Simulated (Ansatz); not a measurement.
**Ti$_{3}$H: single-point calculation**

Ti$_{3}$H (slab, 8 atoms in the cell), computed with DFT PBE, scalar-relativistic, plane waves, PAW, PAW set soft_1, no spin polarisation (Ansatz 0.2.0).

The structure derives from an entry of the Crystallography Open Database. Figures and captions count atoms from 1; the log counts them from 0 in places.

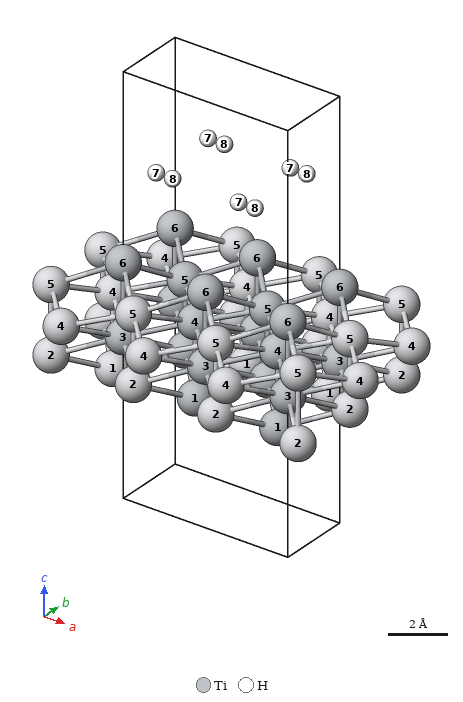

*The structure as given in the input (ball-and-stick view of the 2 × 1 repeat of the cell, with the vacuum cut short, seen slightly off an axis; neighbours outside the cell are drawn fainter; atoms are numbered from 1 in the order of the input). An atom can appear more than once, as a periodic image.*

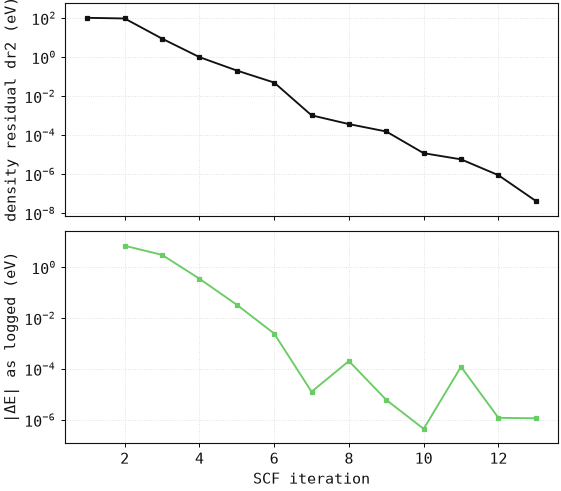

*Convergence of the self-consistent field: density residual dr2 and size of the energy change against the SCF iteration.*

The residual falls at every step.

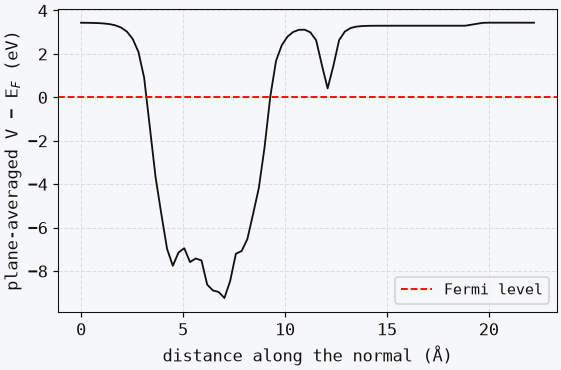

*Plane average of the electrostatic potential energy of an electron across the cell, from the Fermi level.*

The vacuum level lies 3.30 eV above the Fermi level on the upper side and 3.44 eV on the lower.

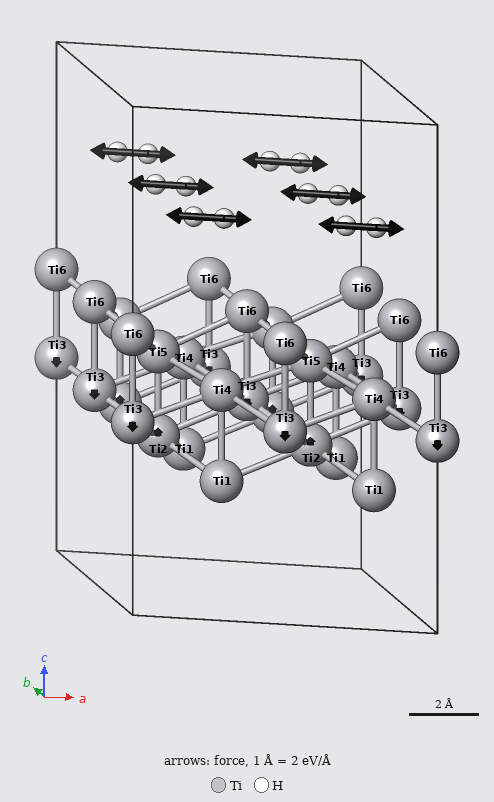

*Forces on the atoms as black arrows (ball-and-stick view of the 2 × 2 repeat of the cell, with the vacuum cut short, seen slightly off an axis; atoms are numbered from 1 in the order of the input); the smallest are left out.*

The largest act on H7, H8 (3.53 eV/Å). The geometry is not a stationary point of this energy.

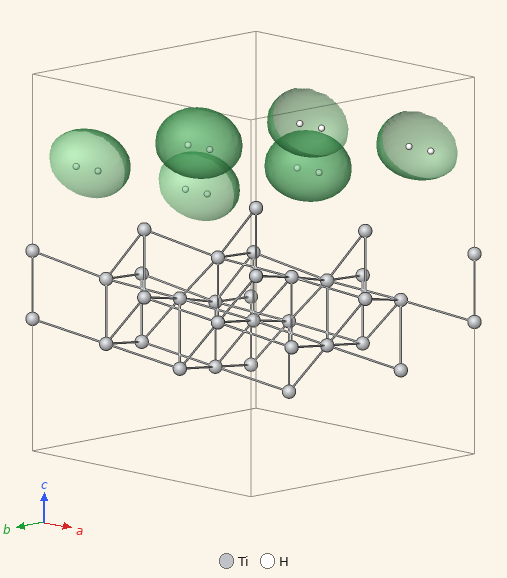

*Isosurface of the electron localisation function at 0.8 (green), seen at an oblique angle. Only the valence region is drawn (cores and ρ < 0.01 e/Å³ removed). Sticks mark near contacts.*

Along the contacts the grid gives the following. Ti–Ti (2.49 Å): the ELF is about 0.15 at the midpoint (no shared electron pair). The fields are those of the smooth PAW valence density.

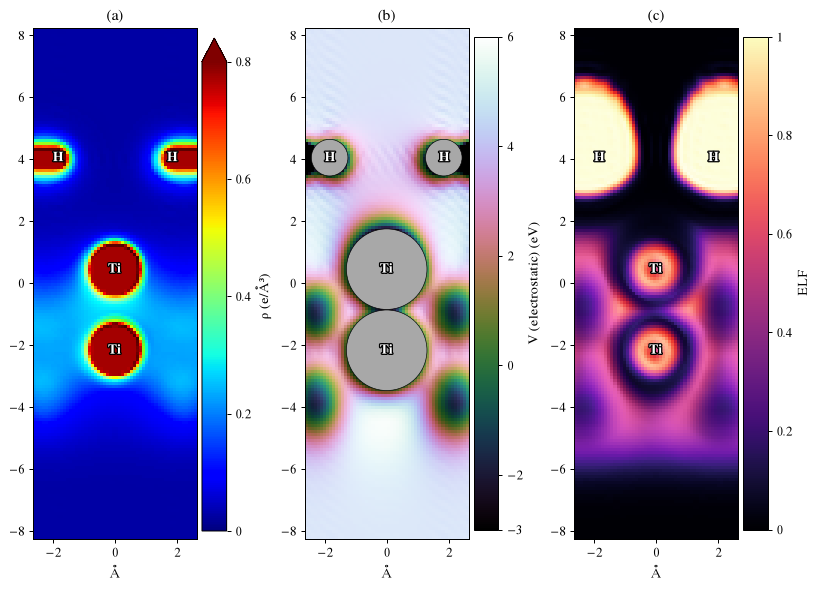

*(a) valence electron density; (b) electrostatic potential (local pseudopotential plus Hartree) felt by an electron; (c) ELF on the (010) plane of the calculation cell, a cut from vacuum to vacuum. Grey discs, where drawn, cover atomic cores.*

The section cuts through Ti and H sites. Ti–Ti (2.62 Å): ρ is about 0.26 e/Å³ halfway; the ELF is about 0.15 at the midpoint (no localised pair between them). The density dies away to nearly zero in the vacuum. The strong features right at Ti lie inside the PAW spheres (semicore, d or f shells) and say nothing about bonding.

These pictures come from the run below.

### The input
```yaml
crystal:
  lattice:
    - [4.6037402164, 0.0, 0.0]
    - [-2.3018701082, 3.9869559799, 0.0]
    - [0.0, 0.0, 22.4968206792]
  atoms:
    - { symbol: Ti, position: [0.6666666667, 0.3333333333, 0.1778029019] }
    - { symbol: Ti, position: [0.3333333333, 0.6666666667, 0.2195747837] }
    - { symbol: Ti, position: [0.0, 0.0, 0.2613466656] }
    - { symbol: Ti, position: [0.6666666667, 0.3333333333, 0.2980472718] }
    - { symbol: Ti, position: [0.3333333333, 0.6666666667, 0.3304570052] }
    - { symbol: Ti, position: [0.0, 0.0, 0.3776898434] }
    - { symbol: H, position: [0.4001898503, 1.0, 0.5377124551] }
    - { symbol: H, position: [0.5998101497, 1.0, 0.5377124551] }
basis:
  ecutwfc: 420
kpoints:
  mp_grid: { grid: [6, 6, 1] }
hamiltonian:
  xc: pbe
  pseudopotentials: { kind: paw, azcp: { folder: soft_1 } }
scf:
  occupations: { method: gaussian, width: 0.1 }
output:
  forces: true
  eigenvalues: true
  write_density: true
  write_potential: true
  elf: true
  volumetric_format: npy
efield:
  axis: 3
  dipole_correction: true
  ramp_width: 0.04
```

Run as:
```bash
ansatz run input.yaml --threads 1 --pin off --max-ram 3072MiB --backend cpu --events-out ev --progress --plain --runs-dir out
```

### What the program printed
```
Engine: ansatz 0.2.0, aarch64-unknown-linux-gnu
Pseudopotentials: kind: paw
Pseudopotential: Ti, paw, valence charge 12, recommended cutoff 420 eV (normal), [file]
Pseudopotential: H, paw, valence charge 1, recommended cutoff 420 eV (normal), [file]
Functional definition: PBE
  parameter kappa = 0.804
  parameter beta = 0.06672455060314922
  exchange = pbe_x(kappa = kappa, mu = beta*pi^2/3)
  correlation = pbe_c(beta = beta)
Crystal: 8 atoms, lattice volume = 412.927 Å³
Basis set: ecut = 420 eV, 8133 PW (Γ), exchange–correlation on 64×64×320 points (8 copies of the dense FFT grid, shifted against one another)
Bands: 45, of which v1, the nominal top of the filled ones, is band 37 counted from 1 (36 counted from 0)
Symmetry: 2 space group operations
Space group: Cm (ITA 8), of the structure as read, at distance tolerance 7.4e-5 Å
k-points: 13 of 36 (time reversal used)
Non-local potential: Ti, projectors of the file, l = 0: 3, l = 1: 2, l = 2: 3, l = 3: 1
Non-local potential: H, projectors of the file, l = 0: 2, l = 1: 1
PAW form: soft (Blöchl's): semilocal exchange-correlation on the pseudo side does not see the compensation charge
PAW one-centre angular grid: Ti, 590 points (default); XC on 64 Gauss nodes
PAW one-centre angular grid: H, 110 points (default); XC on 64 Gauss nodes
Initial wavefunctions: pseudopotential atomic-orbital guess
Functional: x = pbe(κ = 0.804, μ = 0.2195149727645171), c = pbe(β = 0.06672455060314922)
SCF iter   1: F=—  HF=-15034.308569 eV  |F-HF|=—  |Δ(HF+E_count)|=         —  Δρ=6.47e-2  dr2=1.00e2  ethr=3.10e-3  p=0.000 e·Å  D=2.29e-6 V/Å  ΔV_dip=-0.00 eV  dr2_dipole=1.21e-1  V_vac-E_F(+/−)=8.05/8.05 eV  ⟨swp⟩=9.3  Hψ=2761  notcnv=0
efield: sawtooth ramp at fractional position 0.8378 (placed from the atoms, in the widest stretch of the axis that holds none; the zero of the levels goes with the place), width 0.0400; the density the first Hamiltonian is built on has a dipole p = 0.000 e·Å; the dipole correction subtracts the counter field D = 2.29e-6 V/Å, which shifts the + side's vacuum level by -0.00 eV against the − side's; the planar-averaged density in the ramp window peaks in size at 3.5e-6 e/Å³
preconditioner: auto → LDOS  [metal: Δε(μ)=0.029 eV  Ē_g=3.002 eV  σ=0.100 eV  W_gap=0.16  n_scr=68 (ndim 8)  ℏωp=9.3 eV  f_vac=0.557  D(μ)=15.28/eV (n_scr^D=108)  β→1.0]
SCF iter   2: F=—  HF=-15027.475419 eV  |F-HF|=—  |Δ(HF+E_count)|=    6.83e0  Δρ=7.64e-2  dr2=9.23e1  ethr=3.10e-3  p=0.004 e·Å  D=1.68e-3 V/Å  ΔV_dip=-0.04 eV  dr2_dipole=1.94e0  V_vac-E_F(+/−)=2.38/2.42 eV  ⟨swp⟩=8.0  Hψ=2306  notcnv=0  defer=24
SCF iter   3: F=—  HF=-15024.489276 eV  |F-HF|=—  |Δ(HF+E_count)|=    2.99e0  Δρ=2.37e-2  dr2=8.57e0  ethr=3.10e-3  p=0.023 e·Å  D=1.01e-2 V/Å  ΔV_dip=-0.23 eV  dr2_dipole=1.71e-2  V_vac-E_F(+/−)=4.41/4.64 eV  ⟨swp⟩=6.2  Hψ=1661  notcnv=0  defer=8
SCF iter   4: F=—  HF=-15024.143578 eV  |F-HF|=—  |Δ(HF+E_count)|=   3.46e-1  Δρ=9.01e-3  dr2=9.69e-1  ethr=3.10e-3  p=0.015 e·Å  D=6.49e-3 V/Å  ΔV_dip=-0.15 eV  dr2_dipole=5.59e-3  V_vac-E_F(+/−)=3.54/3.69 eV  ⟨swp⟩=3.5  Hψ=967  notcnv=0  defer=15
SCF iter   5: F=—  HF=-15024.110864 eV  |F-HF|=—  |Δ(HF+E_count)|=   3.27e-2  Δρ=4.77e-3  dr2=1.99e-1  ethr=1.31e-3  p=0.016 e·Å  D=6.95e-3 V/Å  ΔV_dip=-0.16 eV  dr2_dipole=3.98e-4  V_vac-E_F(+/−)=3.33/3.49 eV  ⟨swp⟩=3.2  Hψ=896  notcnv=0  defer=13
SCF iter   6: F=—  HF=-15024.113285 eV  |F-HF|=—  |Δ(HF+E_count)|=   2.42e-3  Δρ=2.10e-3  dr2=4.82e-2  ethr=2.69e-4  p=0.016 e·Å  D=6.83e-3 V/Å  ΔV_dip=-0.15 eV  dr2_dipole=5.17e-5  V_vac-E_F(+/−)=3.30/3.46 eV  ⟨swp⟩=1.8  Hψ=593  notcnv=0  defer=12
SCF iter   7: F=—  HF=-15024.113273 eV  |F-HF|=—  |Δ(HF+E_count)|=   1.25e-5  Δρ=3.83e-4  dr2=1.01e-3  ethr=6.51e-5  p=0.015 e·Å  D=6.46e-3 V/Å  ΔV_dip=-0.15 eV  dr2_dipole=1.86e-5  V_vac-E_F(+/−)=3.28/3.43 eV  ⟨swp⟩=2.0  Hψ=701  notcnv=0  defer=12
SCF iter   8: F=—  HF=-15024.113474 eV  |F-HF|=—  |Δ(HF+E_count)|=   2.01e-4  Δρ=2.04e-4  dr2=3.59e-4  ethr=1.37e-6  p=0.015 e·Å  D=6.40e-3 V/Å  ΔV_dip=-0.14 eV  dr2_dipole=1.21e-6  V_vac-E_F(+/−)=3.29/3.43 eV  ⟨swp⟩=3.1  Hψ=848  notcnv=0  defer=12
SCF iter   9: F=—  HF=-15024.113480 eV  |F-HF|=—  |Δ(HF+E_count)|=   5.96e-6  Δρ=1.13e-4  dr2=1.50e-4  ethr=4.85e-7  p=0.014 e·Å  D=6.25e-3 V/Å  ΔV_dip=-0.14 eV  dr2_dipole=3.49e-6  V_vac-E_F(+/−)=3.30/3.44 eV  ⟨swp⟩=2.0  Hψ=693  notcnv=0  defer=12
SCF iter  10: F=—  HF=-15024.113479 eV  |F-HF|=—  |Δ(HF+E_count)|=   4.35e-7  Δρ=3.68e-5  dr2=1.16e-5  ethr=2.03e-7  p=0.014 e·Å  D=6.22e-3 V/Å  ΔV_dip=-0.14 eV  dr2_dipole=3.08e-8  V_vac-E_F(+/−)=3.30/3.44 eV  ⟨swp⟩=1.2  Hψ=575  notcnv=0  defer=12
SCF iter  11: F=—  HF=-15024.113599 eV  |F-HF|=—  |Δ(HF+E_count)|=   1.20e-4  Δρ=2.28e-5  dr2=5.62e-6  ethr=1.57e-8  p=0.014 e·Å  D=6.19e-3 V/Å  ΔV_dip=-0.14 eV  dr2_dipole=3.02e-8  V_vac-E_F(+/−)=3.30/3.44 eV  ⟨swp⟩=2.7  Hψ=767  notcnv=0  defer=12
SCF iter  12: F=—  HF=-15024.113600 eV  |F-HF|=—  |Δ(HF+E_count)|=   1.18e-6  Δρ=9.68e-6  dr2=8.66e-7  ethr=7.60e-9  p=0.014 e·Å  D=6.19e-3 V/Å  ΔV_dip=-0.14 eV  dr2_dipole=5.08e-9  V_vac-E_F(+/−)=3.30/3.44 eV  ⟨swp⟩=1.7  Hψ=588  notcnv=0  defer=12
SCF iter  13: F=-15024.113602 eV  HF=-15024.113601 eV  |F-HF|=2.99e-7  |Δ(HF+E_count)|=   1.13e-6  Δρ=3.26e-6  dr2=4.17e-8  ethr=1.35e-10  p=0.014 e·Å  D=6.19e-3 V/Å  ΔV_dip=-0.14 eV  dr2_dipole=3.35e-10  V_vac-E_F(+/−)=3.30/3.44 eV  ⟨swp⟩=27.5  Hψ=6449  notcnv=0
SCF 1 converged in 13 iterations: F = -15024.113602 eV  dr2 = 4.17e-8
  greatest PAW one-centre occupation: 0.999 electrons in one spin orbital (limit 2), on the Ti atom at site 3 (counted from 0), in its partial waves of l = 0
WARN: The output density's exchange-correlation potential varies sharply where the density is thin. Do not read a vacuum level from v_tot or v_xc, or from such a field of the output density. On a cell that repeats whose density bears no net charge and no dipole along the vacuum's axis use v_es (v_loc + v_h of the components); under efield.dipole_correction with no amplitude use v_es + v_field, which holds any external_charges[].barrier, or the levels of the report's work_function block, which leave it out; under a non-zero efield.amplitude the vacuum is tilted and has no level; on a cell that repeats and bears such a dipole with no correction it is tilted too, and efield.dipole_correction with no amplitude gives each side of its ramp a level where efield: is served; in a cell that repeats whose density bears a net charge (total_charge, or a fill off its count) it is curved and has none; of a slab under crystal.periodic whose density bears no net charge use v_es, which has a level on each side, short of where the two are joined; of another it falls or rises all the way out and has none; of a slab beside external_charges read slab_vacuum_level instead, which it has where they leave it neutral. The grid or the basis barely resolves most such structure, and the values can differ between equally converged runs; as a rule a tighter scf.convergence.dr2_threshold does not remove it. Where the density itself ripples (under the LDA too) a higher basis.ecutwfc lessens it. The files hold the spikes' plane waves up to the density's cutoff. Files: v_tot_of_output_density and the like, and their columns of v_z.tsv (output.write_potential); v_xc_of_output_density and the like, and their columns of v_comp_z.tsv (output.write_potential_components). Measured: with its Gaussian average of σ = 0.25 Å subtracted twice, the exchange-correlation potential is over 0.1 eV at 950 of the grid points where the equally averaged density (valence and model cores) is under 1e-3 e/Å³, and 1.30 eV at the most among them, at an averaged density of 7.1e-4 e/Å³. The input density's (outcome.potential() and, of a run that writes arrays, v_tot and v_xc) is over 0.1 eV, so measured, at 3868 points of its own thin density, 1.29 eV at the most. See output.write_potential in the manual, Limitations
SCF converged after 13 iterations
Free energy (F): -15024.113602 eV
Harris-Foulkes:  -15024.113601 eV  (|F-HF|=2.99e-7)
Internal energy: -15024.046326 eV  (E = F + TS)
E sigma→0 (E₀):  -15024.079964 eV
Entropy (-TS):   -0.067275 eV (-8.409 meV/atom)
Fermi energy:    0.980038 eV
Dipole field:    D = 0.006203 V/Å  (p = 0.014156 e·Å, saw-weighted, corrected)
Work function:   Φ+ = 3.2992 eV   Φ− = 3.4387 eV
Levels:          The Fermi level and band energies are counted from a zero that moves with the ramp; work functions are not
--- Per-component energies (eV) ---
  E_band       = -1829.968653
  E_kinetic    = 1709.516965
  E_local      = -60697.766721  (includes V_loc(G=0)·N_el)
  E_nonlocal   = 369.081564
  E_hartree    = 29362.034515
  E_xc         = -707.691264
  E_vxc        = -886.088693  (∫ρ·V_xc dr)
  E_paw        = -6256.934929  (= ΣΔE_a)
  E_vpaw       = -1049.538645  (= ΣTr[D̂ρ^β])
  E_aug_tail   = -0.002261  (compensation charges beyond the density's cutoff)
  E_efield     = 0.000044  (sawtooth field / dipole correction)
  E_vefield    = 0.756411  (∫n·V_field dr)
  E_ewald      = 21197.715762
  E_smearing   = -0.067275  (= −TS)
  E_closure    = -0.000000  (closes the sum)
  Σ components = -15024.113602   (vs F -15024.113602, Δ=0.00e0)
--- Forces (eV/Å), atoms counted from 1 ---
  atom   1  Ti     0.00000000     0.00215574     0.12030759
  atom   2  Ti     0.00000000    -0.00450820     0.49241535
  atom   3  Ti     0.00000000    -0.00049889    -0.58491934
  atom   4  Ti     0.00000000     0.00328465    -0.03199018
  atom   5  Ti     0.00000000     0.00093265     0.00047338
  atom   6  Ti     0.00000000    -0.00241432    -0.01555913
  atom   7  H      3.52679144     0.00052435     0.00960393
  atom   8  H     -3.52679144     0.00052435     0.00960393
  max |Σ_I F_I| component: 6.45e-5 eV/Å
--- Band table (eV; the first three rows and the last of 13) ---
  k-point 0: bands = ["-56.0461", "-56.0274", "-55.4494", "-55.3310", "-55.2680", "-55.1749", "-32.4084", "-32.3826", "-32.3294", "-32.3289", "-32.3034", "-32.3026", "-31.8646", "-31.8622", "-31.8621", "-31.7337", "-31.7335", "-31.5992", "-31.5689", "-31.4567", "-31.4567", "-31.3498", "-31.3497", "-31.2169", "-5.5650", "-4.0780", "-2.1286", "-0.7984", "-0.7983", "-0.2245", "0.0657", "0.0661", "0.3356", "0.5308", "0.5311", "0.8174", "0.8175", "0.8492", "1.0178", "1.0180", "1.5288", "1.6435", "1.8602", "1.8603", "2.7915"]
  k-point 1: bands = ["-56.0456", "-56.0270", "-55.4400", "-55.3345", "-55.2725", "-55.1776", "-32.4111", "-32.3867", "-32.3339", "-32.3291", "-32.3067", "-32.3042", "-31.9050", "-31.8957", "-31.8364", "-31.6913", "-31.6837", "-31.6060", "-31.5686", "-31.4552", "-31.4450", "-31.3858", "-31.3506", "-31.2152", "-5.5304", "-3.7756", "-1.9165", "-0.7497", "-0.6404", "-0.3629", "-0.1917", "0.1339", "0.2369", "0.4738", "0.5771", "0.7967", "0.9167", "0.9175", "1.1360", "1.2229", "1.5513", "1.6885", "1.8055", "2.1768", "2.6772"]
  k-point 2: bands = ["-56.0444", "-56.0261", "-55.4163", "-55.3453", "-55.2826", "-55.1828", "-32.4172", "-32.3951", "-32.3446", "-32.3264", "-32.3144", "-32.3034", "-31.9373", "-31.9356", "-31.7788", "-31.6644", "-31.6332", "-31.6259", "-31.5189", "-31.4952", "-31.4512", "-31.4061", "-31.3535", "-31.2110", "-5.4597", "-2.9372", "-1.3926", "-0.8252", "-0.7489", "-0.4223", "-0.2208", "0.1237", "0.3142", "0.3327", "0.6001", "0.8160", "0.8995", "1.0811", "1.3263", "1.4176", "1.6697", "1.7319", "1.7866", "2.1888", "2.4845"]
  k-point 12: bands = ["-56.0439", "-56.0256", "-55.4000", "-55.3534", "-55.2897", "-55.1853", "-32.4200", "-32.4010", "-32.3467", "-32.3243", "-32.3170", "-32.2997", "-31.9800", "-31.8943", "-31.7761", "-31.6949", "-31.6352", "-31.5931", "-31.5485", "-31.4658", "-31.4237", "-31.4133", "-31.3718", "-31.2076", "-5.3850", "-2.2314", "-1.2325", "-0.9779", "-0.9347", "-0.4168", "-0.1300", "0.1806", "0.2814", "0.6066", "0.7797", "0.8462", "0.8936", "1.0837", "1.3102", "1.3722", "1.5744", "1.7391", "1.8076", "1.9872", "2.2581"]
```

### Key numbers

| quantity | value |
| --- | --- |
| outcome | converged |
| electrons treated | 74 |
| free energy | −15024.1136 eV |
| work function, top face | 3.30 eV |
| work function, bottom face | 3.44 eV |
| Fermi energy | 0.980 eV |
| gap on the k-point mesh | none (metallic) |
| work function (upper face) | 3.30 eV |
| largest force (length of the vector) | 3.527 eV/Å |
| hardware | 1 thread of Arm Neoverse V1, 24 GiB of memory available, shared host |
| wall time | 52 s |
| peak memory | 0.56 GiB |

### Remarks

The program warns: the exchange-correlation potential is rough where the density is thin.
